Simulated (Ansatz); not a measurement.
Si (slab)

```yaml
crystal:
  lattice:
    - [3.83359, 0.00000, 0.00000]
    - [-1.91680, 3.31999, 0.00000]
    - [0.00000, 0.00000, 31.34504]
  atoms:
    - { symbol: Si, position: [0.34979, 0.65021, 0.22744] }
    - { symbol: Si, position: [0.01661, 0.98339, 0.24802] }
    - { symbol: Si, position: [0.01916, 0.98084, 0.32423] }
    - { symbol: Si, position: [0.68582, 0.31418, 0.34853] }
    - { symbol: Si, position: [0.69914, 0.30086, 0.42373] }
    - { symbol: Si, position: [0.36691, 0.63309, 0.44996] }
```

Not relaxed (largest force 0.8 eV/Å).

Computed with DFT PBE+D3(BJ), scalar-relativistic, plane waves, PAW (Ansatz 0.2.0).

**What will maps of the valence pseudo-density and electron localisation function show?**

Si–Si (2.36 Å): ρ at the midpoint is about 0.53 e/Å³; the ELF peaks at about 0.95 between the atoms.

**Metal or insulator at this level of theory?**

It is gapless in this calculation (a metal or semimetal).

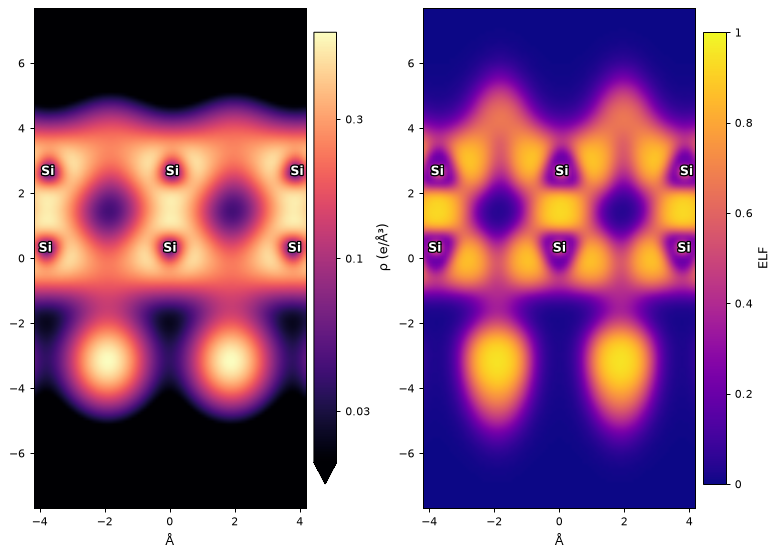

Computed valence pseudo-density and electron localisation function on the (010) plane of the calculation cell, a cut from vacuum to vacuum, in this order. 

In a PAW calculation such maps are meaningful between the atoms, not at the nuclei.
